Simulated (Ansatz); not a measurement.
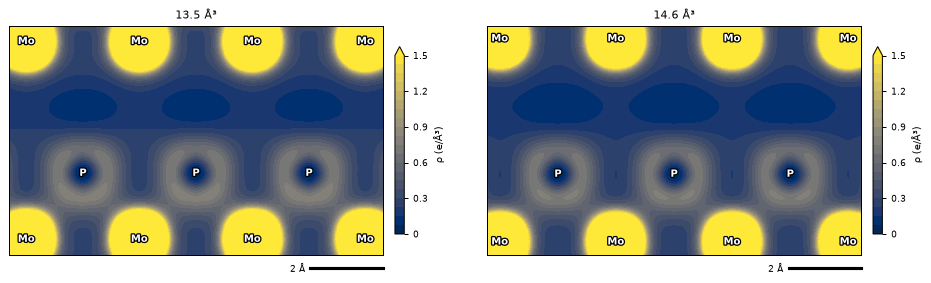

MoP. The valence pseudo-density of cells scaled evenly to different volumes (given per atom above each panel), on the (110) plane of each (indices in the axes of the cell below), at one length scale and on one colour scale.

All numbers below come from Kohn-Sham DFT of a periodic cell, HSE03, Ansatz PAW in Ansatz.

The largest cell:

```yaml
crystal:
  lattice:
    - [3.24434, 0.00000, 0.00000]
    - [-1.62217, 2.80969, 0.00000]
    - [0.00000, 0.00000, 3.21213]
  atoms:
    - { symbol: Mo, position: [0.00000, 0.00000, 0.00000] }
    - { symbol: P, position: [0.33333, 0.66667, 0.50000] }
```

| volume (Å³/atom) | Mo–P contact in the plane (Å) | ρ at its midpoint (e/Å³) | pressure (GPa) | 
| --- | --- | --- | --- |
| 13.49 | 2.401 | 0.603 | 12.9 | 
| 14.35 | 2.451 | ? | ? | 
| 14.64 | 2.467 | 0.539 | −8.1 | 

Question: What values belong in the row with question marks?

Answer: Over the known rows ln ρ falls by 1.70 per Å of Mo–P distance (the line through the two), which gives 0.554 e/Å³ at 2.451 Å; the calculation gives 0.554 e/Å³. For the pressure, a straight line in volume between the neighbouring rows gives −2.8 GPa; the calculation gives −3.7, lower because pressure rises ever faster on compression.
